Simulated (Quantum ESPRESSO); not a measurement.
**CoO: single-point calculation**

CoO (Fm-3m, 2 atoms in the cell), computed with Kohn-Sham DFT of a periodic cell, PBE, PseudoDojo 0.5 SR PBE stringent, spin-polarised (Quantum ESPRESSO 7.5).

The structure derives from an entry of the Crystallography Open Database. The volume is scaled by 0.98.

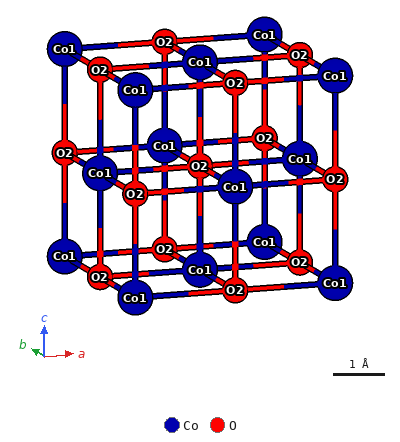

The structure (ball-and-stick view of the cell 4 times as large as that of the calculation, set on its symmetry axes, seen slightly off an axis; atoms are numbered from 1 in the order of the input). Near neighbours in the crystal (not all of them lie inside the picture): Co has 6 O at 2.12 Å; O has 6 Co at 2.12 Å.

**Summary**

- outcome: converged
- space group (tolerance 0.01 Å): Fm-3m (225)
- electrons treated: 23
- free energy: −4641.1345 eV
- Fermi energy: 14.462 eV
- gap on the k-point mesh: none (metallic)
- net moment of the cell: 2.96 μB
- integrated absolute moment: 2.98 μB
- pressure: 1.65 GPa
- largest force (length of the vector): under 0.001 eV/Å
- hardware: 1 thread of AMD EPYC (Zen 5), 24 GiB of memory available, shared host
- wall time: 44 s
- peak memory: 0.14 GiB

**The input**
```
&CONTROL
  calculation = 'scf'
  prefix = 'pwscf'
  outdir = './tmp'
  pseudo_dir = './pseudo'
  tprnfor = .true.
  tstress = .true.
  disk_io = 'nowf'
/
&SYSTEM
  ibrav = 0
  nat = 2
  ntyp = 2
  ecutwfc = 104
  nbnd = 21
  occupations = 'smearing'
  smearing = 'fd'
  degauss = 0.00367493
  nspin = 2
  starting_magnetization(1) = 0.1176
  starting_magnetization(2) = 0
/
&ELECTRONS
  conv_thr = 4d-10
  electron_maxstep = 120
  mixing_beta = 0.3
/
ATOMIC_SPECIES
Co    58.9332 Co.upf
O     15.9990 O.upf
CELL_PARAMETERS angstrom
   0.0000000000    2.1171941998    2.1171941998
   2.1171941998    0.0000000000    2.1171941998
   2.1171941998    2.1171941998    0.0000000000
ATOMIC_POSITIONS crystal
Co     0.0000000000    0.0000000000    0.0000000000
O      0.5000000000    0.5000000000    0.5000000000
K_POINTS automatic
11 11 11 0 0 0
```

Command:
```bash
OMP_NUM_THREADS=1 pw.x -in pw.in > pw.out
```

**The program's output**
```
This program is part of the open-source Quantum ESPRESSO suite
     for quantum simulation of materials; please cite
         "P. Giannozzi et al., J. Phys.:Condens. Matter 21 395502 (2009);
         "P. Giannozzi et al., J. Phys.:Condens. Matter 29 465901 (2017);
         "P. Giannozzi et al., J. Chem. Phys. 152 154105 (2020);
          URL
     in publications or presentations arising from this work. More details at

     Message from routine setup:
     using ibrav=0 with symmetry is DISCOURAGED, use correct ibrav instead

     G-vector sticks info
     --------------------
     sticks:   dense  smooth     PW     G-vecs:    dense   smooth      PW
     Sum         925     925    283                18197    18197    3071

     Using Slab Decomposition

     bravais-lattice index     =            0
     lattice parameter (alat)  =       5.6582  a.u.
     unit-cell volume          =     128.0881 (a.u.)^3
     number of atoms/cell      =            2
     number of atomic types    =            2
     number of electrons       =        23.00
     number of Kohn-Sham states=           21
     kinetic-energy cutoff     =     104.0000  Ry
     charge density cutoff     =     416.0000  Ry
     scf convergence threshold =      4.0E-10
     mixing beta               =       0.3000
     number of iterations used =            8  plain     mixing
     Exchange-correlation= PBE
                           (   1   4   3   4   0   0   0)

     celldm(1)=   5.658151  celldm(2)=   0.000000  celldm(3)=   0.000000
     celldm(4)=   0.000000  celldm(5)=   0.000000  celldm(6)=   0.000000

     crystal axes: (cart. coord. in units of alat)
               a(1) = (   0.000000   0.707107   0.707107 )
               a(2) = (   0.707107   0.000000   0.707107 )
               a(3) = (   0.707107   0.707107   0.000000 )

     reciprocal axes: (cart. coord. in units 2 pi/alat)
               b(1) = ( -0.707107  0.707107  0.707107 )
               b(2) = (  0.707107 -0.707107  0.707107 )
               b(3) = (  0.707107  0.707107 -0.707107 )

     PseudoPot. # 1 for Co read from file:
     Co.upf
     Pseudo is Norm-conserving + core correction, Zval = 17.0
     Generated using ONCVPSP code by D. R. Hamann
     Using radial grid of 1388 points,  6 beta functions with:
                l(1) =   0
                l(2) =   0
                l(3) =   1
                l(4) =   1
                l(5) =   2
                l(6) =   2

     PseudoPot. # 2 for O  read from file:
     O.upf
     Pseudo is Norm-conserving + core correction, Zval =  6.0
     Generated using ONCVPSP code by D. R. Hamann
     Using radial grid of  936 points,  5 beta functions with:
                l(1) =   0
                l(2) =   0
                l(3) =   1
                l(4) =   1
                l(5) =   2

     atomic species   valence    mass     pseudopotential
     Co               17.00    58.93320     Co( 1.00)
     O                 6.00    15.99900     O ( 1.00)

     Starting magnetic structure
     atomic species   magnetization
     Co              0.118
     O               0.000

     48 Sym. Ops., with inversion, found

   Cartesian axes

     site n.     atom                  positions (alat units)
         1        Co     tau(   1) = (   0.0000000   0.0000000   0.0000000  )
         2        O      tau(   2) = (   0.7071068   0.7071068   0.7071068  )

     number of k points=    56  Fermi-Dirac smearing, width (Ry)=  0.0037
                       cart. coord. in units 2pi/alat
        k(    1) = (   0.0000000   0.0000000   0.0000000), wk =   0.0007513
        k(    2) = (   0.0642824   0.0642824  -0.0642824), wk =   0.0060105
        k(    3) = (   0.1285649   0.1285649  -0.1285649), wk =   0.0060105
        k(    4) = (   0.1928473   0.1928473  -0.1928473), wk =   0.0060105
        k(    5) = (   0.2571297   0.2571297  -0.2571297), wk =   0.0060105
        k(    6) = (   0.3214122   0.3214122  -0.3214122), wk =   0.0060105
        k(    7) = (   0.1285649   0.0000000  -0.0000000), wk =   0.0045079
        k(    8) = (   0.1928473   0.0642824  -0.0642824), wk =   0.0180316
        k(    9) = (   0.2571297   0.1285649  -0.1285649), wk =   0.0180316
        k(   10) = (   0.3214122   0.1928473  -0.1928473), wk =   0.0180316
        k(   11) = (   0.3856946   0.2571297  -0.2571297), wk =   0.0180316
        k(   12) = (  -0.2571297  -0.3856946   0.3856946), wk =   0.0180316
        k(   13) = (  -0.1928473  -0.3214122   0.3214122), wk =   0.0180316
        k(   14) = (  -0.1285649  -0.2571297   0.2571297), wk =   0.0180316
        k(   15) = (  -0.0642824  -0.1928473   0.1928473), wk =   0.0180316
        k(   16) = (  -0.0000000  -0.1285649   0.1285649), wk =   0.0090158
        k(   17) = (   0.2571297   0.0000000  -0.0000000), wk =   0.0045079
        k(   18) = (   0.3214122   0.0642824  -0.0642824), wk =   0.0180316
        k(   19) = (   0.3856946   0.1285649  -0.1285649), wk =   0.0180316
        k(   20) = (   0.4499770   0.1928473  -0.1928473), wk =   0.0180316
        k(   21) = (  -0.1928473  -0.4499770   0.4499770), wk =   0.0180316
        k(   22) = (  -0.1285649  -0.3856946   0.3856946), wk =   0.0180316
        k(   23) = (  -0.0642824  -0.3214122   0.3214122), wk =   0.0180316
        k(   24) = (   0.0000000  -0.2571297   0.2571297), wk =   0.0090158
        k(   25) = (   0.3856946   0.0000000  -0.0000000), wk =   0.0045079
        k(   26) = (   0.4499770   0.0642824  -0.0642824), wk =   0.0180316
        k(   27) = (   0.5142595   0.1285649  -0.1285649), wk =   0.0180316
        k(   28) = (  -0.1285649  -0.5142595   0.5142595), wk =   0.0180316
        k(   29) = (  -0.0642824  -0.4499770   0.4499770), wk =   0.0180316
        k(   30) = (  -0.0000000  -0.3856946   0.3856946), wk =   0.0090158
        k(   31) = (   0.5142595   0.0000000  -0.0000000), wk =   0.0045079
        k(   32) = (   0.5785419   0.0642824  -0.0642824), wk =   0.0180316
        k(   33) = (  -0.0642824  -0.5785419   0.5785419), wk =   0.0180316
        k(   34) = (  -0.0000000  -0.5142595   0.5142595), wk =   0.0090158
        k(   35) = (   0.6428243  -0.0000000   0.0000000), wk =   0.0045079
        k(   36) = (  -0.0000000  -0.6428243   0.6428243), wk =   0.0090158
        k(   37) = (   0.2571297   0.1285649   0.0000000), wk =   0.0180316
        k(   38) = (   0.3214122   0.1928473  -0.0642824), wk =   0.0360631
        k(   39) = (   0.3856946   0.2571297  -0.1285649), wk =   0.0360631
        k(   40) = (  -0.2571297  -0.3856946   0.5142595), wk =   0.0360631
        k(   41) = (   0.3856946   0.1285649  -0.0000000), wk =   0.0180316
        k(   42) = (   0.4499770   0.1928473  -0.0642824), wk =   0.0360631
        k(   43) = (  -0.1928473  -0.4499770   0.5785419), wk =   0.0360631
        k(   44) = (  -0.1285649  -0.3856946   0.5142595), wk =   0.0360631
        k(   45) = (  -0.0642824  -0.3214122   0.4499770), wk =   0.0360631
        k(   46) = (   0.0000000  -0.2571297   0.3856946), wk =   0.0180316
        k(   47) = (   0.5142595   0.1285649   0.0000000), wk =   0.0180316
        k(   48) = (  -0.1285649  -0.5142595   0.6428243), wk =   0.0360631
        k(   49) = (  -0.0642824  -0.4499770   0.5785419), wk =   0.0360631
        k(   50) = (   0.0000000  -0.3856946   0.5142595), wk =   0.0180316
        k(   51) = (  -0.0642824  -0.5785419   0.7071068), wk =   0.0180316
        k(   52) = (  -0.0000000  -0.5142595   0.6428243), wk =   0.0180316
        k(   53) = (  -0.1928473  -0.4499770   0.7071068), wk =   0.0180316
        k(   54) = (  -0.1285649  -0.3856946   0.6428243), wk =   0.0360631
        k(   55) = (  -0.0642824  -0.4499770   0.7071068), wk =   0.0180316
        k(   56) = (   0.0000000  -0.3856946   0.6428243), wk =   0.0180316

     Dense  grid:    18197 G-vectors     FFT dimensions: (  40,  40,  40)

     Generating pointlists ...
     new r_m :   0.2917 (alat units)  1.6504 (a.u.) for type    1
     new r_m :   0.2917 (alat units)  1.6504 (a.u.) for type    2

     Initial potential from superposition of free atoms

     starting charge      22.9997, renormalised to      23.0000
     Starting wfcs are   14 randomized atomic wfcs +    7 random wfcs

     Self-consistent Calculation

     iteration #  1     ecut=   104.00 Ry     beta= 0.30
     Davidson diagonalization with overlap
     ethr =  1.00E-02,  avg # of iterations =  5.9

     Threshold (ethr) on eigenvalues was too large:
     Diagonalizing with lowered threshold

     Davidson diagonalization with overlap
     ethr =  8.98E-04,  avg # of iterations =  1.1

     total energy              =    -341.07344277 Ry
     estimated scf accuracy    <       0.20712401 Ry

     total magnetization       =     2.57 Bohr mag/cell
     absolute magnetization    =     2.57 Bohr mag/cell

     iteration #  2     ecut=   104.00 Ry     beta= 0.30
     Davidson diagonalization with overlap
     ethr =  9.01E-04,  avg # of iterations =  1.5

     total energy              =    -341.09590318 Ry
     estimated scf accuracy    <       0.06090052 Ry

     total magnetization       =     2.14 Bohr mag/cell
     absolute magnetization    =     2.14 Bohr mag/cell

     iteration #  3     ecut=   104.00 Ry     beta= 0.30
     Davidson diagonalization with overlap
     ethr =  2.65E-04,  avg # of iterations =  1.8

     total energy              =    -341.10742742 Ry
     estimated scf accuracy    <       0.02254943 Ry

     total magnetization       =     2.46 Bohr mag/cell
     absolute magnetization    =     2.46 Bohr mag/cell

     iteration #  4     ecut=   104.00 Ry     beta= 0.30
     Davidson diagonalization with overlap
     ethr =  9.80E-05,  avg # of iterations =  1.4

     total energy              =    -341.11263194 Ry
     estimated scf accuracy    <       0.00612589 Ry

     total magnetization       =     2.51 Bohr mag/cell
     absolute magnetization    =     2.51 Bohr mag/cell

     iteration #  5     ecut=   104.00 Ry     beta= 0.30
     Davidson diagonalization with overlap
     ethr =  2.66E-05,  avg # of iterations =  2.0

     total energy              =    -341.11561593 Ry
     estimated scf accuracy    <       0.00358426 Ry

     total magnetization       =     2.78 Bohr mag/cell
     absolute magnetization    =     2.79 Bohr mag/cell

     iteration #  6     ecut=   104.00 Ry     beta= 0.30
     Davidson diagonalization with overlap
     ethr =  1.56E-05,  avg # of iterations =  1.3

     total energy              =    -341.11604321 Ry
     estimated scf accuracy    <       0.00089232 Ry

     total magnetization       =     2.83 Bohr mag/cell
     absolute magnetization    =     2.84 Bohr mag/cell

     iteration #  7     ecut=   104.00 Ry     beta= 0.30
     Davidson diagonalization with overlap
     ethr =  3.88E-06,  avg # of iterations =  2.7

     total energy              =    -341.11676931 Ry
     estimated scf accuracy    <       0.00009244 Ry

     total magnetization       =     2.97 Bohr mag/cell
     absolute magnetization    =     2.98 Bohr mag/cell

     iteration #  8     ecut=   104.00 Ry     beta= 0.30
     Davidson diagonalization with overlap
     ethr =  4.02E-07,  avg # of iterations =  2.0

     total energy              =    -341.11697884 Ry
     estimated scf accuracy    <       0.00035184 Ry

     total magnetization       =     2.93 Bohr mag/cell
     absolute magnetization    =     2.94 Bohr mag/cell

     iteration #  9     ecut=   104.00 Ry     beta= 0.30
     Davidson diagonalization with overlap
     ethr =  4.02E-07,  avg # of iterations =  2.0

     total energy              =    -341.11708104 Ry
     estimated scf accuracy    <       0.00000255 Ry

     total magnetization       =     2.96 Bohr mag/cell
     absolute magnetization    =     2.98 Bohr mag/cell

     iteration # 10     ecut=   104.00 Ry     beta= 0.30
     Davidson diagonalization with overlap
     ethr =  1.11E-08,  avg # of iterations =  2.3

     total energy              =    -341.11708801 Ry
     estimated scf accuracy    <       0.00001883 Ry

     total magnetization       =     2.97 Bohr mag/cell
     absolute magnetization    =     2.99 Bohr mag/cell

     iteration # 11     ecut=   104.00 Ry     beta= 0.30
     Davidson diagonalization with overlap
     ethr =  1.11E-08,  avg # of iterations =  1.5

     total energy              =    -341.11708962 Ry
     estimated scf accuracy    <       0.00000455 Ry

     total magnetization       =     2.96 Bohr mag/cell
     absolute magnetization    =     2.98 Bohr mag/cell

     iteration # 12     ecut=   104.00 Ry     beta= 0.30
     Davidson diagonalization with overlap
     ethr =  1.11E-08,  avg # of iterations =  2.0

     total energy              =    -341.11709059 Ry
     estimated scf accuracy    <          3.2E-09 Ry

     total magnetization       =     2.96 Bohr mag/cell
     absolute magnetization    =     2.98 Bohr mag/cell

     iteration # 13     ecut=   104.00 Ry     beta= 0.30
     Davidson diagonalization with overlap
     ethr =  1.40E-11,  avg # of iterations =  2.8

     total energy              =    -341.11709060 Ry
     estimated scf accuracy    <       0.00000001 Ry

     total magnetization       =     2.96 Bohr mag/cell
     absolute magnetization    =     2.98 Bohr mag/cell

     iteration # 14     ecut=   104.00 Ry     beta= 0.30
     Davidson diagonalization with overlap
     ethr =  1.40E-11,  avg # of iterations =  2.0

     total energy              =    -341.11709061 Ry
     estimated scf accuracy    <          8.0E-10 Ry

     total magnetization       =     2.96 Bohr mag/cell
     absolute magnetization    =     2.98 Bohr mag/cell

     iteration # 15     ecut=   104.00 Ry     beta= 0.30
     Davidson diagonalization with overlap
     ethr =  3.47E-12,  avg # of iterations =  1.0

     Magnetic moment per site  (integrated on atomic sphere of radius R)
     atom   1 (R=0.292)  charge= 14.5977  magn=  2.5079
     atom   2 (R=0.292)  charge=  5.7574  magn=  0.3438

     End of self-consistent calculation

     Number of k-points >= 100: set verbosity='high' to print the bands.

     the Fermi energy is    14.4616 ev

!    total energy              =    -341.11709061 Ry
     estimated scf accuracy    <          1.4E-10 Ry
     smearing contrib. (-TS)   =      -0.00233068 Ry
     internal energy E=F+TS    =    -341.11475993 Ry

     The total energy is F=E-TS. E is the sum of the following terms:
     one-electron contribution =    -154.59220293 Ry
     hartree contribution      =      92.41833641 Ry
     xc contribution           =     -64.94175257 Ry
     ewald contribution        =    -213.99914084 Ry

     total magnetization       =     2.96 Bohr mag/cell
     absolute magnetization    =     2.98 Bohr mag/cell

     convergence has been achieved in  15 iterations

     Forces acting on atoms (cartesian axes, Ry/au):

     atom    1 type  1   force =     0.00000000   -0.00000000    0.00000000
     atom    2 type  2   force =     0.00000000    0.00000000   -0.00000000

     Total force =     0.000000     Total SCF correction =     0.000000

     Computing stress (Cartesian axis) and pressure

          total   stress  (Ry/bohr**3)                   (kbar)     P=       16.46
   0.00011186   0.00000000   0.00000000           16.46        0.00        0.00
   0.00000000   0.00011186   0.00000000            0.00       16.46        0.00
   0.00000000   0.00000000   0.00011186            0.00        0.00       16.46

=------------------------------------------------------------------------------=
   JOB DONE.
=------------------------------------------------------------------------------=
```

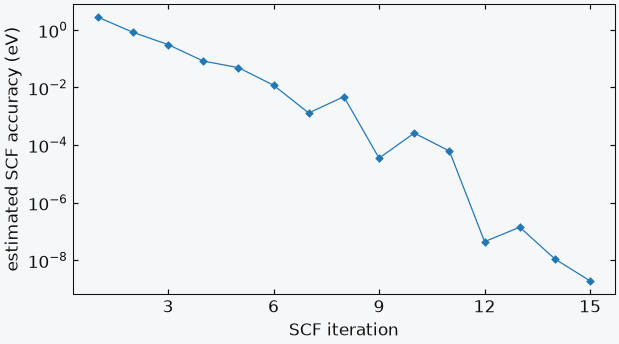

Convergence of the self-consistent field: estimated SCF accuracy against the iteration. The field takes 15 iterations in all.
